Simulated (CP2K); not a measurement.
**A series of single points on Rb**

System: Rb (I4/mmm, 1 atom in the cell).
Method: Kohn-Sham DFT of a periodic cell, PBE, GTH-PBE with UZH-TZVP basis, no spin polarisation (CP2K 2026.2).

The 6 runs differ only in the geometry, by an even scaling of the cell at fixed fractional positions. The structure derives from a Materials Project entry.

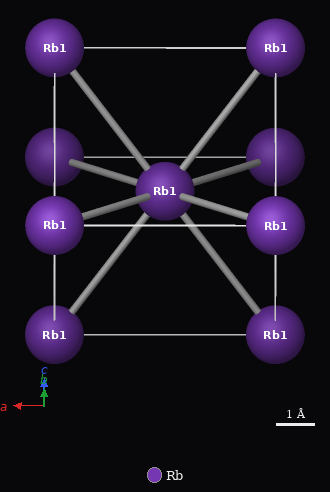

Figure 1. The structure of run 4 (ball-and-stick view of the cell 2 times as large as that of the calculation, set on its symmetry axes, seen at an oblique angle; atoms are numbered from 1 in the order of the input).

### Input of run 4
```
&GLOBAL
  PROJECT rb_eos
  RUN_TYPE ENERGY_FORCE
  PRINT_LEVEL LOW
&END GLOBAL
&FORCE_EVAL
  METHOD QS
  STRESS_TENSOR ANALYTICAL
  &DFT
    BASIS_SET_FILE_NAME BASIS_MOLOPT_UZH
    POTENTIAL_FILE_NAME POTENTIAL_UZH
    WFN_RESTART_FILE_NAME previous-RESTART.kp
    &MGRID
      CUTOFF 450
      REL_CUTOFF 60
      NGRIDS 4
    &END MGRID
    &QS
      METHOD GPW
      EPS_DEFAULT 1.0E-10
    &END QS
    &KPOINTS
      SCHEME MONKHORST-PACK 7 7 7
      GAMMA_CENTERED T
      SYMMETRY T
      SYMMETRY_BACKEND SPGLIB
    &END KPOINTS
    &SCF
      SCF_GUESS RESTART
      EPS_SCF 1.0E-6
      MAX_SCF 100
      ADDED_MOS 8
      CHOLESKY OFF
      EPS_EIGVAL 1.0E-7
      &DIAGONALIZATION ON
        ALGORITHM STANDARD
      &END DIAGONALIZATION
      &MIXING ON
        METHOD BROYDEN_MIXING
        ALPHA 0.4
        BETA 1.5
        NBUFFER 8
      &END MIXING
      &SMEAR ON
        METHOD FERMI_DIRAC
        ELECTRONIC_TEMPERATURE [K] 580.226
      &END SMEAR
    &END SCF
    &XC
      &XC_FUNCTIONAL PBE
      &END XC_FUNCTIONAL
    &END XC
    &PRINT
      &KPOINTS ON
      &END KPOINTS
      &MULLIKEN ON
      &END MULLIKEN
      &MO ON
        ENERGIES T
        OCCUPATION_NUMBERS T
        &EACH
          QS_SCF 0
        &END EACH
        ADD_LAST NUMERIC
      &END MO
    &END PRINT
  &END DFT
  &SUBSYS
    &CELL
      A 5.0246302489 0.0000000000 0.0000000000
      B -2.0167987810 4.6021116691 0.0000000000
      C -1.5039157340 -2.3010558346 4.2059824832
      PERIODIC XYZ
    &END CELL
    &COORD
      SCALED
      Rb  0.0000000000 0.0000000000 0.0000000000
    &END COORD
    &KIND Rb
      BASIS_SET TZVP-MOLOPT-PBE-GTH-q9
      POTENTIAL GTH-PBE-q9
    &END KIND
    &PRINT
      &ATOMIC_COORDINATES ON
      &END ATOMIC_COORDINATES
      &CELL ON
      &END CELL
      &SYMMETRY ON
      &END SYMMETRY
    &END PRINT
  &END SUBSYS
  &PRINT
    &FORCES ON
    &END FORCES
    &STRESS_TENSOR ON
    &END STRESS_TENSOR
  &END PRINT
&END FORCE_EVAL
```

Command:
```bash
OMP_NUM_THREADS=1 cp2k.psmp -i rb_eos.inp -o rb_eos.out
```

Lattice vectors (Å) and fractional positions of run 4:
```
   5.024630    0.000000    0.000000
  -2.016799    4.602112    0.000000
  -1.503916   -2.301056    4.205982
Rb  0.000000  0.000000  0.000000
```

Run 5 differs from it as follows:
```diff
-      A 5.0246302489 0.0000000000 0.0000000000
-      B -2.0167987810 4.6021116691 0.0000000000
-      C -1.5039157340 -2.3010558346 4.2059824832
+      A 5.0572586323 0.0000000000 0.0000000000
+      B -2.0298952439 4.6319963485 0.0000000000
+      C -1.5136816942 -2.3159981743 4.2332948231
```

### Results, with one run withheld

| run | volume per atom (Å³) | free energy per atom, from the lowest run given (meV) | pressure (GPa) |
| --- | --- | --- | --- |
| 1 | 89.631 | 0.42 | 0.07 |
| 2 | 91.538 | 0.00 | 0.00 |
| 3 | 93.445 | 0.29 | −0.05 |
| 4 | 97.259 | 2.69 | −0.15 |
| 5 | 99.166 | ? | ? |
| 6 | 101.073 | 7.22 | −0.23 |

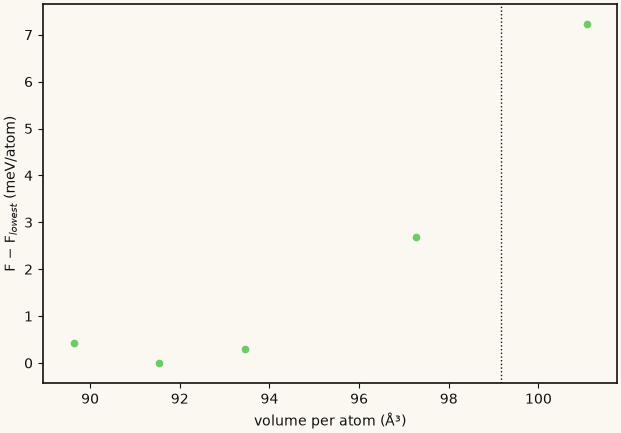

Figure 2. Free energy per atom of the runs given; the dotted line marks run 5.

Estimate the energy of run 5 from the others.

A cubic polynomial in V^(−2/3) (the Birch–Murnaghan form), fitted to the 5 runs given, misses them by under 0.01 meV per atom. With x = V^(−2/3) − 0.04822 Å⁻², it reads F = 0.68675 − 1431.9 x + 7.5399e+05 x² − 4.8678e+06 x³ (meV per atom). At run 5 it gives 4.71 meV per atom, and the run itself gives 4.72. The slope of the fit gives a pressure −dF/dV of −0.19 GPa there, and the run prints −0.19 GPa. The fit has its minimum at 91.693 Å³ per atom, where V d²F/dV² gives 2.78 GPa. Cell shape and fractional positions are held, so this is the stiffness under even scaling; the relaxed bulk modulus wasn't computed.

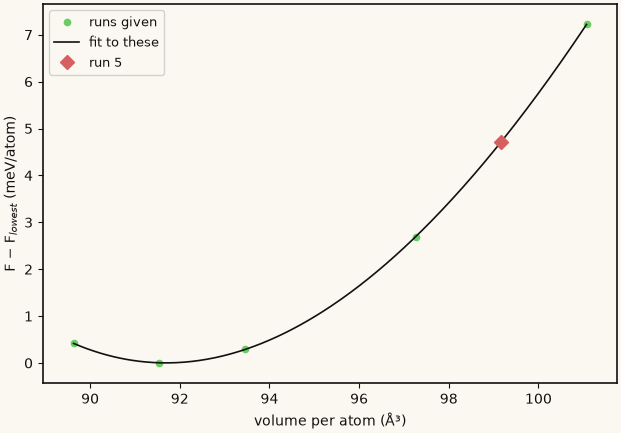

Figure 3. The fit and the withheld run.

### Some lines of the output (run 5)
```
[...]
 CELL| Volume [angstrom^3]:                                            99.165793
 CELL_REF| Volume [angstrom^3]:                                        99.165793
                        Smear method:                                FERMI_DIRAC
  Step     Update method      Time    Convergence         Total energy    Change
  Fermi energy:                                                 0.04152243736850
  Total energy:                                               -24.06788790896802
  Total energy (extrapolated to T->0):                        -24.06775866103796
 MO| E(Fermi):            0.041522 a.u.          1.129883 eV
```
